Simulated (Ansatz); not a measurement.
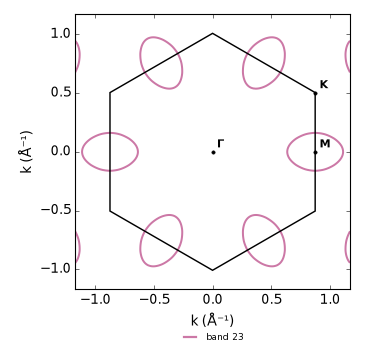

Constant-energy contours of one free-standing MgI$_{2}$ layer cut from the bulk crystal (space group of the slab cell P-3m1), 0.30 eV above the conduction-band minimum (one colour a band).

These are results of Ansatz, DFT PBE, scalar-relativistic, plane waves, PAW; levels and slopes on a dense k mesh at the converged density, not measurements. No spin polarisation. k mesh for the levels: 54×54×1. Cell and positions as given, without relaxation.

Masses come from a second pass at points close to the extrema; at the energies drawn a band may no longer be parabolic.

Describe the band extrema that these surfaces surround.

Band 23 forms the conduction edge. Within this energy: three equivalent minima at M, principal masses 0.28 and 0.68 mₑ. Further from the edge, not drawn: one minimum at Γ, 0.42 eV above the edge, mass 0.28 mₑ in all directions.

Spin-orbit coupling, left out here, can change the gap, its kind, the place of the band edges and the masses, since the compound holds I.

The run (self-consistency and the dense mesh) took 78 s on 1 thread of Arm Neoverse V2, with other jobs on the host, peak memory 1.1 GiB.
